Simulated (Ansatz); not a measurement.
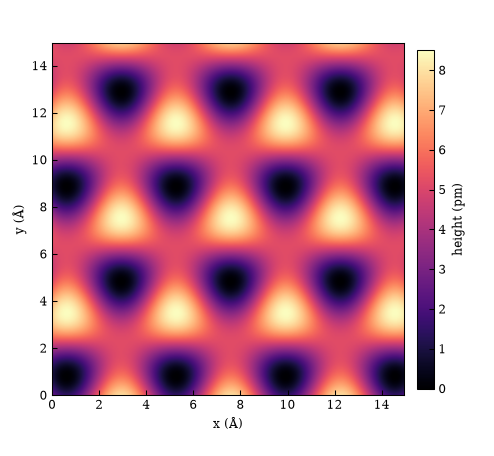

Simulated STM image (constant-current image at a set point of 7.7 × 10⁻⁶ e/Å³, sample bias +0.25 V).

The STM signal is simulated in the Tersoff–Hamann approximation. Bias windows are sharp sums over the levels of the k mesh.

> What is the lattice of this pattern?

The pattern repeats on a hexagonal lattice with shortest vectors of 4.7 Å at 60° (or 120°), a cell of 18.9 Å², with 1 maximum above 60 % of the range in each cell.

The surface:

Ta(111) (Im-3m bulk, 12 atomic planes (those closer than 0.6 Å count as one), 10 Å). The brightest spots lie over the top Ta atoms; the darkest points are over the sites above the Ta atoms 1.5 Å below the top plane. So weak a contrast (9 pm) depends on the k-mesh and on the tip.

Level of theory: Ansatz 0.2.0, DFT PBE, scalar-relativistic, plane waves, PAW. Cutoff 420 eV, 15 × 15 k-points, Gaussian smearing 0.1 eV, dipole correction. The slab is a cut without reconstruction beyond its cell, at the source's lattice constants, with its lower half held fixed and the rest relaxed. No spin polarisation. Spin–orbit coupling is left out; with Ta it can shift levels and gaps. The run couldn't confirm all of its levels under its output density. The run warns that the functional's potential is rough in the thin density of the vacuum, where the tip is; weak contrasts and barriers may feel it.
